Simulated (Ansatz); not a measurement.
# ScAl3N3: what the fields show

Input

```
crystal:
  lattice:
    - [5.1767169811, -1.5986480141, -0.0347177208]
    - [5.1767169811, 1.5986480141, -0.0347177208]
    - [-0.9566471147, 0.0, 5.6213631936]
  atoms:
    - { symbol: Sc, position: [0.060419408, 0.060419408, 0.6831825848] }
    - { symbol: Al, position: [0.3011322378, 0.3011322378, 0.4311348015] }
    - { symbol: Al, position: [0.5654247743, 0.5654247743, 0.1952909017] }
    - { symbol: Al, position: [0.818780204, 0.818780204, 0.9371057974] }
    - { symbol: "N", position: [1.0022152573, 1.0022152573, 0.0211104811] }
    - { symbol: "N", position: [0.2654775165, 0.2654775165, 0.7597176223] }
    - { symbol: "N", position: [0.4865505421, 0.4865505421, 0.4724587911] }
basis:
  ecutwfc: 420
kpoints:
  mp_grid: { grid: [10, 10, 6] }
  band_path:
    path:
      - [[0.0, 0.0, 0.0], [-0.27458826, 0.27458826, 0.0]]
      - [[0.27458826, 0.72541174, 0.0], [0.5, 0.5, 0.0], [0.0, 0.0, 0.0], [0.5, 0.5, -0.5], [0.2668031, 0.7331969, -0.5]]
      - [[-0.2668031, 0.2668031, -0.5], [0.0, 0.0, -0.5], [0.0, 0.0, 0.0]]
      - [[0.0, 0.5, -0.5], [0.0, 0.0, 0.0], [0.0, 0.5, 0.0]]
    npoints: 14
hamiltonian:
  xc: pbe
scf:
  occupations: { method: gaussian, width: 0.1 }
  n_extra_bands: 17
output:
  forces: true
  stress: true
  eigenvalues: true
  populations: true
  dos: { projected: true, de: 0.02, nscf_kmesh: { grid: [12, 12, 8] } }
  bader: true
  write_density: true
  write_potential: true
  elf: true
  volumetric_format: npy
```

Run with:

```sh
ansatz run input.yaml --threads 1 --pin off --max-ram 2560MiB --backend cpu --events-out ev --progress --plain --runs-dir out
```

Below, planes, directions and counts refer to the conventional cell (a = 10.35 Å, b = 3.20 Å, c = 5.70 Å, α = 90.00°, β = 100.04°, γ = 90.00°).

Space group Cm; a structure from a database of computed crystals, not necessarily the ambient phase; a generated structure, not necessarily the stable one; computed without spin polarisation.

These are results of DFT PBE, scalar-relativistic, plane waves, PAW (Ansatz 0.2.0), not measurements.

The density is the valence pseudo-density of a PAW calculation; it isn't the true density close to the nuclei.

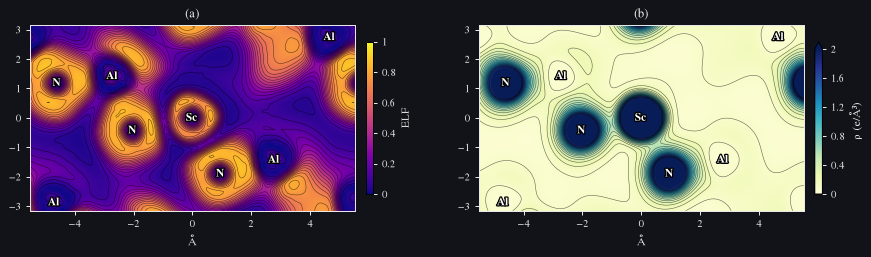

Figure 1. (a) ELF; (b) valence electron density on the (010) plane of the conventional cell.

Question: What does the map show?

Answer: The section cuts through Sc, Al and N sites. Al–N (1.88 Å): ρ at the midpoint is about 0.69 e/Å³; the ELF peaks at about 0.85 in the valence shell of N, 0.7 Å from its nucleus, and is about 0.85 at the midpoint. Sc–N (2.09 Å): ρ is about 0.59 e/Å³ halfway; the ELF peaks at about 0.85 in the valence shell of N, 0.7 Å from its nucleus, and is about 0.25 at the midpoint (no localised pair shows between them). Al–N (1.89 Å): ρ at the midpoint is about 0.65 e/Å³; the ELF peaks at about 0.85 in the valence shell of N, 0.7 Å from its nucleus, and is about 0.85 at the midpoint. Al–N (1.97 Å): the density is about 0.57 e/Å³ at the midpoint; the ELF peaks at about 0.85 in the valence shell of N, 0.7 Å from its nucleus, and is about 0.80 at the midpoint. Sc–N (2.12 Å): the density is about 0.55 e/Å³ at the midpoint; the ELF peaks at about 0.85 in the valence shell of N, 0.7 Å from its nucleus, and is about 0.25 at the midpoint: no localised pair shows between them. Between the atoms the lowest density in this plane is 0.04 e/Å³. The ELF also peaks beside Al, away from the bonds: lone-pair regions. The features right at Sc lie inside the PAW spheres, where the map follows smoothed inner orbitals and isn't to be read closely.

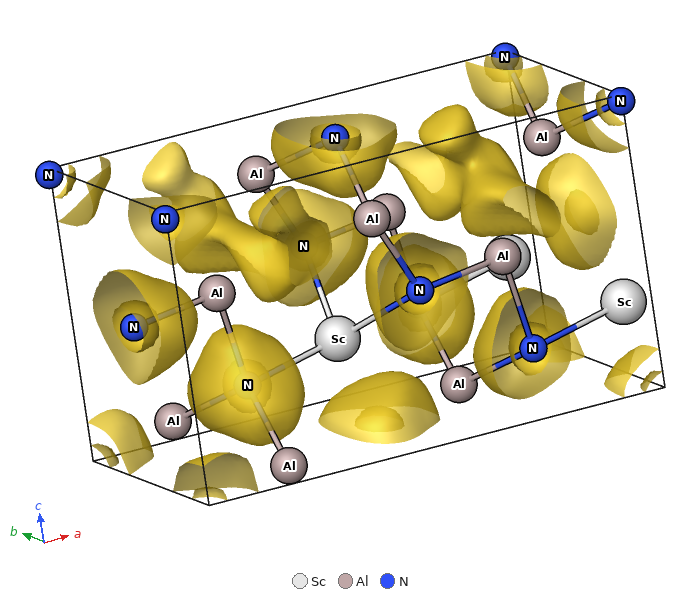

Figure 2. Isosurface of the ELF at 0.7 (yellow), seen at an oblique angle. Only the valence region is drawn (cores and ρ < 0.01 e/Å³ removed). Sticks mark near contacts.

Question: Identify the bonds, lone pairs and shells in this picture.

Answer: The surface consists of six regions on N in which the atom's valence shell and bonds are merged and channels that run through the cell in one direction, counted in one cell of 14 atoms. Regions shared between cells count once. Along the contacts the grid gives the following. Sc–N (2.06 Å): the ELF peaks at about 0.85 in the valence shell of N, 0.6 Å from its nucleus, and is about 0.25 at the midpoint: no shared electron pair shows on this line.

Question: What Bader charges does the calculation give?

Answer: Electrons move from Sc and Al towards N. Bader charges: Sc +1.79, Al +0.99 to +1.97 and N −2.29 to −2.11 e.

Question: Does the calculation give a band gap?

Answer: It is gapless in this calculation (a metal or semimetal).
